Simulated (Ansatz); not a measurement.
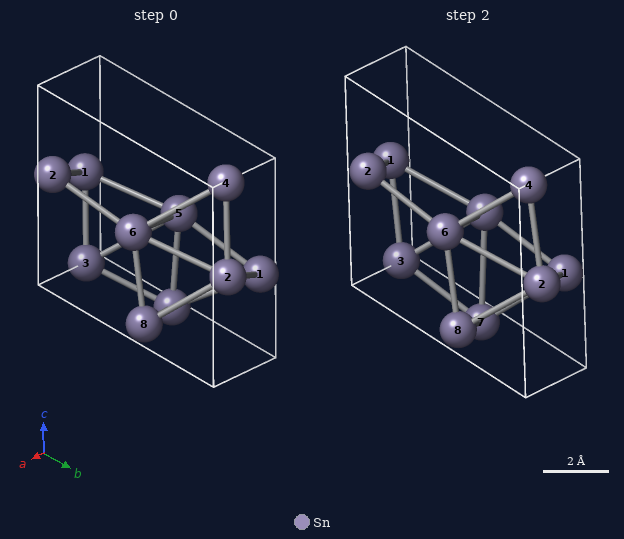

The structure of a crystal of Sn (a generated structure, set up in P1) (coarse preliminary run) before (left) and after (right) a relaxation, at one scale.

Style: ball-and-stick. Shown: the cell of the calculation, slightly off an axis.

All numbers below come from DFT PBE, scalar-relativistic, plane waves, PAW in Ansatz 0.2.0. (plane-wave cutoff 420 eV; k-point mesh 4 × 6 × 6; occupations gaussian; smearing width 0.2 eV; no spin polarisation; cell and atoms relaxed; force threshold 0.025 eV/Å; at most 60 steps)

**Describe what moved and what it gained.**

The run was cut off at its time limit before the relaxation converged, so the last structure is only a point on the way. After 2 geometry steps the energy has fallen by 43.7 meV per atom. Largest force component: 0.72 eV/Å at the start, 0.049 eV/Å at the end. Pressure: 1.61 GPa at the start and 0.39 GPa at the end. The largest move relative to the cell is that of Sn7, 0.34 Å roughly along [1 0 −2]. Cell: a 6.224 → 6.115 Å (−1.8 %), b 6.459 → 6.580 Å (+1.9 %), c 6.317 → 6.599 Å (+4.5 %), α 117.2° → 121.7°, β 89.5° → 90.0°, γ 90.3° → 89.9°. Volume +0.1 %. Some distances before and after: Sn5–Sn7 3.065 → 3.510 Å, Sn1–Sn7 3.534 → 3.204 Å, Sn1–Sn3 2.849 → 3.151 Å, Sn7–Sn8 3.358 → 3.079 Å. Bond angles that change, for instance: Sn1–Sn7–Sn3 130.3° → 112.7°, Sn1–Sn3–Sn7 117.5° → 132.6°, Sn3–Sn7–Sn5 120.9° → 132.3°. The space group stays P1 (No. 1). Cost: 9.5 min on 1 thread of Intel(R) Xeon(R) Processor @ 2.50GHz (Skylake/Cascade Lake), with other jobs on the host, peak memory 1 GiB.
